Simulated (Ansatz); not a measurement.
## Two runs on MnO

System: MnO (Fm-3m, 6 atoms in the cell).
Method of the first run: DFT, PBE, PAW, plane waves, scalar-relativistic (Ansatz 0.2.0).

The structure derives from an entry of the Crystallography Open Database. Text and figures count atoms from 1; the logs count them from 0 in places.

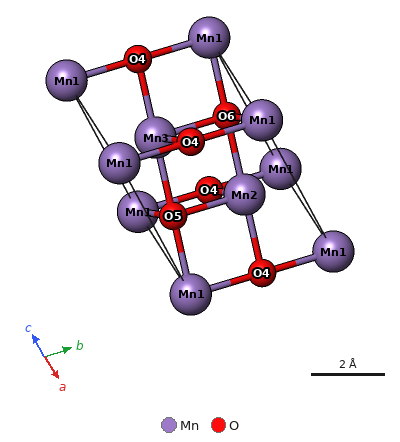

The input geometry (ball-and-stick view of the reduced cell, seen at an oblique angle; atoms are numbered from 1 in the order of the input). Near neighbours in the crystal (not all of them lie inside the picture): Mn has 6 O at 2.24 Å; O has 6 Mn at 2.24 Å.

Input, the first run:
```yaml
crystal:
  lattice:
    - [2.24, 2.24, 4.48]
    - [4.48, 2.24, 2.24]
    - [4.48, 6.72, 2.24]
  atoms:
    - { symbol: Mn, position: [0.0, 0.0, 0.0], spin: 4.5, spin_axis: [0.0, 0.0, 4.5] }
    - { symbol: Mn, position: [0.3333333, 0.6666667, 0.6666667], spin: 4.5, spin_axis: [0.0, 0.0, -4.5] }
    - { symbol: Mn, position: [0.6666667, 0.3333333, 0.3333333], spin: 4.5, spin_axis: [0.0, 0.0, -4.5] }
    - { symbol: O, position: [0.0, 0.5, 0.5] }
    - { symbol: O, position: [0.3333333, 0.1666667, 0.1666667] }
    - { symbol: O, position: [0.6666667, 0.8333333, 0.8333333] }
hamiltonian:
  xc: pbe
  pseudopotentials: { kind: paw }
  noncollinear_xc: multicollinear
basis:
  ecutwfc: 420
kpoints:
  mp_grid: { grid: [4, 5, 3] }
scf:
  occupations: { method: gaussian, width: 0.1 }
  lower_state_search: "off"
  max_iter: 150
output:
  forces: true
  stress: true
magnetization:
  noncollinear: true
```

Launched with:
```bash
ansatz run input.yaml --threads 4 --pin off --max-ram 9216MiB --backend cpu --events-out ev --progress --plain --runs-dir out
```

Hardware: 4 threads of Intel Xeon @ 2.70GHz, 189 GiB of memory available, shared host.

Output, shortened to warnings, some set-up lines, iterations and results (the first run):
```
Warning: crystal.symmetry: narrowed to the stabiliser of the k-point mesh — unitary ops 8 → 2, anti-unitary 8 → 2; excluded 12 operations that carry a point of the 4×5×3 mesh (shift [0, 0, 0]) off the mesh (the run samples exactly the mesh kpoints.mp_grid names, as under crystal.symmetry.detect: false, and its converged state has the mesh's symmetry, not the crystal's; ε∞, the Born charges and …
Basis set: ecut = 420 eV, 1345 PW (Γ), exchange–correlation on 80×80×120 points (8 copies of the dense FFT grid, shifted against one another)
Symmetry: 2 space group operations + 2 with time reversal
k-points: 31 of 60
Initial density: superposition of atomic densities (chi_scale 0.1, normalization cell, long waves kept (reshape's long-wave potential 0.00 eV rms))
[...]
SCF iter   1: F=—  HF=-13404.849681 eV  |F-HF|=—  |Δ(HF+E_count)|=         —  Δρ=3.08e-1  dr2=6.07e1  dr2_m=1.29e0  ethr=3.10e-3  |M|=3.70e0 ∫|m|=1.09e1 μB  |m|>n=0.0e0 …
SCF iter   2: F=—  HF=-13398.199092 eV  |F-HF|=—  |Δ(HF+E_count)|=    6.65e0  Δρ=6.83e-2  dr2=1.54e0  dr2_m=7.21e-1  ethr=3.10e-3  |M|=5.00e0 ∫|m|=1.38e1 μB  |m|>n=0.0e0 …
SCF iter   3: F=—  HF=-13398.310194 eV  |F-HF|=—  |Δ(HF+E_count)|=   1.11e-1  Δρ=3.38e-2  dr2=6.82e-1  dr2_m=1.44e-2  ethr=2.45e-3  |M|=5.00e0 ∫|m|=1.39e1 μB  |m|>n=0.0e0 …
SCF iter   4: F=—  HF=-13398.537956 eV  |F-HF|=—  |Δ(HF+E_count)|=   2.28e-1  Δρ=1.66e-2  dr2=1.12e-1  dr2_m=2.48e-3  ethr=1.08e-3  |M|=5.00e0 ∫|m|=1.39e1 μB  |m|>n=0.0e0 …
SCF iter   5: F=—  HF=-13398.676086 eV  |F-HF|=—  |Δ(HF+E_count)|=   1.38e-1  Δρ=1.00e-2  dr2=3.64e-2  dr2_m=1.41e-3  ethr=1.78e-4  |M|=5.00e0 ∫|m|=1.39e1 μB  |m|>n=0.0e0 …
SCF iter   6: F=—  HF=-13398.834684 eV  |F-HF|=—  |Δ(HF+E_count)|=   1.59e-1  Δρ=5.30e-3  dr2=1.26e-2  dr2_m=1.11e-4  ethr=5.78e-5  |M|=5.00e0 ∫|m|=1.40e1 μB  |m|>n=0.0e0 …
SCF iter   7: F=—  HF=-13398.837029 eV  |F-HF|=—  |Δ(HF+E_count)|=   2.35e-3  Δρ=1.83e-3  dr2=1.72e-3  dr2_m=1.32e-5  ethr=1.99e-5  |M|=5.00e0 ∫|m|=1.40e1 μB  |m|>n=0.0e0 …
SCF iter   8: F=—  HF=-13398.837891 eV  |F-HF|=—  |Δ(HF+E_count)|=   8.62e-4  Δρ=6.95e-4  dr2=3.16e-4  dr2_m=1.15e-5  ethr=2.74e-6  |M|=5.00e0 ∫|m|=1.40e1 μB  |m|>n=0.0e0 …
SCF iter   9: F=—  HF=-13398.838014 eV  |F-HF|=—  |Δ(HF+E_count)|=   1.23e-4  Δρ=2.74e-4  dr2=3.89e-5  dr2_m=7.14e-7  ethr=5.01e-7  |M|=5.00e0 ∫|m|=1.40e1 μB  |m|>n=0.0e0 …
SCF iter  10: F=—  HF=-13398.838083 eV  |F-HF|=—  |Δ(HF+E_count)|=   6.93e-5  Δρ=1.36e-4  dr2=1.01e-5  dr2_m=6.09e-7  ethr=6.17e-8  |M|=5.00e0 ∫|m|=1.40e1 μB  |m|>n=0.0e0 …
SCF iter  11: F=—  HF=-13398.838083 eV  |F-HF|=—  |Δ(HF+E_count)|=   2.55e-7  Δρ=1.77e-5  dr2=1.26e-7  dr2_m=2.87e-8  ethr=1.60e-8  |M|=5.00e0 ∫|m|=1.40e1 μB  |m|>n=0.0e0 …
SCF iter  12: F=-13398.838084 eV  HF=-13398.838084 eV  |F-HF|=2.79e-8  |Δ(HF+E_count)|=   1.81e-7  Δρ=1.25e-5  dr2=5.96e-8  dr2_m=7.14e-9  ethr=1.59e-10  |M|=5.00e0 …
SCF 1 converged in 12 iterations: F = -13398.838084 eV  dr2 = 5.96e-8
SCF converged after 12 iterations
Stability not checked: this state was not tested for a lower state beside it, because this non-collinear magnet's GGA is evaluated by the locally collinear projection, under which the energy is not smooth in the magnetisation (locally_collinear_gga; see scf.lower_state_search)
Magnetization: |M| = 5.0000 μB,  M = (+0.0000, +0.0000, -5.0000) μB
Absolute magnetization: 13.9843 μB (∫|m|, with the PAW one-centre terms)
Moment direction: held on its axis by an average over the rotations of spin about it
  site 0: m = (+0.0000, +0.0000, +4.0746) μB, |m| = 4.0746 μB  (R = 0.92 Å)
  site 1: m = (+0.0000, +0.0000, -4.1399) μB, |m| = 4.1399 μB  (R = 0.92 Å)
  site 2: m = (+0.0000, +0.0000, -4.1399) μB, |m| = 4.1399 μB  (R = 0.92 Å)
  site 3: m = (+0.0000, +0.0000, -0.0921) μB, |m| = 0.0921 μB  (R = 0.92 Å)
  site 4: m = (+0.0000, +0.0000, -0.0871) μB, |m| = 0.0871 μB  (R = 0.92 Å)
  site 5: m = (+0.0000, +0.0000, -0.0871) μB, |m| = 0.0871 μB  (R = 0.92 Å)
Free energy (F): -13398.838084 eV
Harris-Foulkes:  -13398.838084 eV  (|F-HF|=2.79e-8)
Internal energy: -13398.836386 eV  (E = F + TS)
E sigma→0 (E₀):  -13398.837235 eV
Entropy (-TS):   -0.001697 eV (-0.283 meV/atom)
Fermi energy:    12.939280 eV
--- Per-component energies (eV) ---
  E_band       = -766.220700
  E_kinetic    = 1419.433091
  E_local      = -6771.790461  (includes V_loc(G=0)·N_el)
  E_nonlocal   = 907.690543
  E_hartree    = 2711.784932
  E_xc         = -552.999722
  E_vxc        = -706.324787  (∫ρ·V_xc dr)
  E_paw        = -4397.837189  (= ΣΔE_a)
  E_vpaw       = -1038.822753  (= ΣTr[D̂ρ^β])
  E_aug_tail   = 0.007244  (compensation charges beyond the density's cutoff)
  E_ewald      = -6715.124826
  E_smearing   = -0.001697  (= −TS)
  E_closure    = -0.000000  (closes the sum)
  Σ components = -13398.838084   (vs F -13398.838084, Δ=0.00e0)
--- Forces (eV/Å), atoms counted from 1 ---
  atom   1  Mn     0.00000000     0.00000000     0.00000000
  atom   2  Mn     0.06845758     0.00076129     0.06464779
  atom   3  Mn    -0.06845758    -0.00076129    -0.06464779
  atom   4  O      0.00000000     0.00000000     0.00000000
  atom   5  O     -0.06147199     0.00041691    -0.06182741
  atom   6  O      0.06147199    -0.00041691     0.06182741
  max |Σ_I F_I| component: 0.00e0 eV/Å
--- Stress (GPa, compression-positive) ---
       -2.618340      -0.009259      -1.004366
       -0.009259      -3.298369      -0.012821
       -1.004366      -0.012821      -2.709717
  P = ⅓ Tr σ = -2.8755 GPa (-28.755 kbar)
```

For the second run the input was changed thus:
```diff
-    - { symbol: Mn, position: [0.0, 0.0, 0.0], spin: 4.5, spin_axis: [0.0, 0.0, 4.5] }
-    - { symbol: Mn, position: [0.3333333, 0.6666667, 0.6666667], spin: 4.5, spin_axis: [0.0, 0.0, -4.5] }
-    - { symbol: Mn, position: [0.6666667, 0.3333333, 0.3333333], spin: 4.5, spin_axis: [0.0, 0.0, -4.5] }
+    - { symbol: Mn, position: [0.0, 0.0, 0.0], spin: 4.5, spin_axis: [3.16, 0.989, -3.047] }
+    - { symbol: Mn, position: [0.3333333, 0.6666667, 0.6666667], spin: 4.5, spin_axis: [2.088, -1.678, 3.616] }
+    - { symbol: Mn, position: [0.6666667, 0.3333333, 0.3333333], spin: 4.5, spin_axis: [-1.784, 3.846, -1.51] }
```

Predict how the results change.

With the same functional and potentials, the second run lies 6.9 meV per atom lower. The net moment of the cell goes from 5.00 to 0.01 μB. The pressure goes from −2.88 to −3.26 GPa. The largest force goes from 0.094 to 0.000 eV/Å. The SCF takes 39 iterations against 12. The irreducible k-points go from 31 to 60. On the same kind of shared host the second run took about 6.3 times as long.

Output, shortened to warnings, some set-up lines, iterations and results (the second run):
```
Warning: crystal.symmetry: narrowed to the stabiliser of the k-point mesh — unitary ops 4 → 1; excluded 3 operations that carry a point of the 4×5×3 mesh (shift [0, 0, 0]) off the mesh (the run samples exactly the mesh kpoints.mp_grid names, as under crystal.symmetry.detect: false, and its converged state has the mesh's symmetry, not the crystal's; ε∞, the Born charges and the force constants of …
Basis set: ecut = 420 eV, 1345 PW (Γ), FFT grids on a1−a2, a2−a3, a1+a2−a3, exchange–correlation on 48×60×80 points (8 copies of the dense FFT grid, shifted against one another)
Symmetry: 1 space group operations
k-points: 60
Initial density: superposition of atomic densities (chi_scale 0.1, normalization cell, long waves kept (reshape's long-wave potential 0.00 eV rms))
[...]
SCF iter   1: F=—  HF=-13404.840789 eV  |F-HF|=—  |Δ(HF+E_count)|=         —  Δρ=3.06e-1  dr2=6.00e1  dr2_m=1.26e0  ethr=3.10e-3  |M|=4.11e0 ∫|m|=1.11e1 μB  |m|>n=0.0e0 …
SCF iter   2: F=—  HF=-13398.196176 eV  |F-HF|=—  |Δ(HF+E_count)|=    6.64e0  Δρ=5.12e-2  dr2=1.52e0  dr2_m=7.01e-1  ethr=3.10e-3  |M|=5.05e0 ∫|m|=1.38e1 μB  |m|>n=0.0e0 …
SCF iter   3: F=—  HF=-13398.413398 eV  |F-HF|=—  |Δ(HF+E_count)|=   2.17e-1  Δρ=3.37e-2  dr2=6.88e-1  dr2_m=2.37e-1  ethr=2.42e-3  |M|=5.14e0 ∫|m|=1.39e1 μB  |m|>n=0.0e0 …
SCF iter   4: F=—  HF=-13398.538404 eV  |F-HF|=—  |Δ(HF+E_count)|=   1.25e-1  Δρ=1.57e-2  dr2=9.23e-2  dr2_m=8.70e-2  ethr=1.09e-3  |M|=5.13e0 ∫|m|=1.39e1 μB  |m|>n=0.0e0 …
SCF iter   5: F=—  HF=-13398.703949 eV  |F-HF|=—  |Δ(HF+E_count)|=   1.66e-1  Δρ=1.18e-2  dr2=6.52e-2  dr2_m=5.30e-2  ethr=1.47e-4  |M|=5.11e0 ∫|m|=1.40e1 μB  |m|>n=0.0e0 …
[... 30 lines ...]
SCF iter  36: F=—  HF=-13398.879242 eV  |F-HF|=—  |Δ(HF+E_count)|=   3.38e-6  Δρ=4.49e-5  dr2=1.61e-7  dr2_m=5.46e-7  ethr=9.37e-10  |M|=3.39e-2 ∫|m|=1.38e1 μB  |m|>n=0.0e0 …
SCF iter  37: F=—  HF=-13398.879243 eV  |F-HF|=—  |Δ(HF+E_count)|=   1.21e-6  Δρ=2.81e-5  dr2=1.39e-8  dr2_m=2.64e-7  ethr=1.59e-10  |M|=2.68e-2 ∫|m|=1.38e1 μB  |m|>n=0.0e0 …
SCF iter  38: F=—  HF=-13398.879243 eV  |F-HF|=—  |Δ(HF+E_count)|=   4.95e-7  Δρ=2.69e-5  dr2=3.21e-8  dr2_m=2.51e-7  ethr=2.21e-11  |M|=1.78e-2 ∫|m|=1.38e1 μB  |m|>n=0.0e0 …
SCF iter  39: F=-13398.879244 eV  HF=-13398.879244 eV  |F-HF|=8.87e-8  |Δ(HF+E_count)|=   6.27e-7  Δρ=1.19e-5  dr2=2.38e-8  dr2_m=5.43e-8  ethr=2.21e-11  |M|=1.00e-2 …
SCF 1 converged in 39 iterations: F = -13398.879244 eV  dr2 = 2.38e-8
SCF converged after 39 iterations
Magnetization: |M| = 0.0100 μB,  M = (-0.0039, -0.0061, +0.0069) μB
Absolute magnetization: 13.7994 μB (∫|m|, with the PAW one-centre terms)
  site 0: m = (+2.8704, -0.2427, -2.9331) μB, |m| = 4.1112 μB  (R = 0.92 Å)
  site 1: m = (+0.3193, -2.3138, +3.3833) μB, |m| = 4.1112 μB  (R = 0.92 Å)
  site 2: m = (-3.1930, +2.5513, -0.4444) μB, |m| = 4.1112 μB  (R = 0.92 Å)
  site 3: m = (-0.0024, +0.0001, +0.0025) μB, |m| = 0.0034 μB  (R = 0.92 Å)
  site 4: m = (-0.0003, +0.0018, -0.0026) μB, |m| = 0.0032 μB  (R = 0.92 Å)
  site 5: m = (+0.0025, -0.0022, +0.0005) μB, |m| = 0.0034 μB  (R = 0.92 Å)
Free energy (F): -13398.879244 eV
Harris-Foulkes:  -13398.879244 eV  (|F-HF|=8.87e-8)
Internal energy: -13398.876955 eV  (E = F + TS)
E sigma→0 (E₀):  -13398.878099 eV
Entropy (-TS):   -0.002290 eV (-0.382 meV/atom)
Fermi energy:    12.951177 eV
--- Per-component energies (eV) ---
  E_band       = -766.481221
  E_kinetic    = 1419.369378
  E_local      = -6771.434308  (includes V_loc(G=0)·N_el)
  E_nonlocal   = 907.502201
  E_hartree    = 2711.527370
  E_xc         = -552.982503
  E_vxc        = -706.297178  (∫ρ·V_xc dr)
  E_paw        = -4397.741511  (= ΣΔE_a)
  E_vpaw       = -1038.691136  (= ΣTr[D̂ρ^β])
  E_aug_tail   = 0.007243  (compensation charges beyond the density's cutoff)
  E_ewald      = -6715.124826
  E_smearing   = -0.002290  (= −TS)
  E_closure    = 0.000000  (closes the sum)
  Σ components = -13398.879244   (vs F -13398.879244, Δ=0.00e0)
--- Forces (eV/Å), atoms counted from 1 ---
  atom   1  Mn     0.00005772     0.00000116     0.00005425
  atom   2  Mn     0.00004052     0.00000051     0.00003846
  atom   3  Mn    -0.00009740    -0.00000176    -0.00009206
  atom   4  O     -0.00006848     0.00000022    -0.00006935
  atom   5  O     -0.00003628     0.00000015    -0.00003705
  atom   6  O      0.00010486    -0.00000039     0.00010648
  max |Σ_I F_I| component: 9.42e-7 eV/Å
--- Stress (GPa, compression-positive) ---
       -2.985789      -0.008845      -1.099701
       -0.008845      -3.737344      -0.017211
       -1.099701      -0.017211      -3.052235
  P = ⅓ Tr σ = -3.2585 GPa (-32.585 kbar)
```

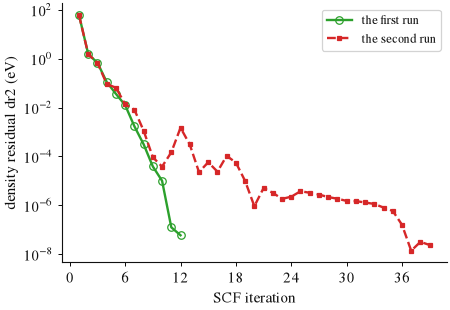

Convergence of the two runs: density residual dr2 against the SCF iteration. The first run takes 12 iterations in all, and the second run takes 39.

The two runs side by side:

| quantity | the first run | the second run |
| --- | --- | --- |
| outcome | converged | converged |
| free energy per atom (eV) | −2233.1397 | −2233.1465 |
| net moment of the cell (μB) | 5.00 | 0.01 |
| absolute moment of the cell (μB) | 13.98 | 13.80 |
| pressure (GPa) | −2.88 | −3.26 |
| largest force (eV/Å) | 0.094 | 0.000 |
| SCF iterations | 12 | 39 |
| irreducible k-points | 31 | 60 |
| plane waves at Γ | 1345 | 1345 |
| wall time (shared host) | 12 s | 78 s |

For both runs: Warnings: the k-point mesh lowers the symmetry that the run can use. The k-point mesh is coarse for a cell of this size, so the results may not be converged.
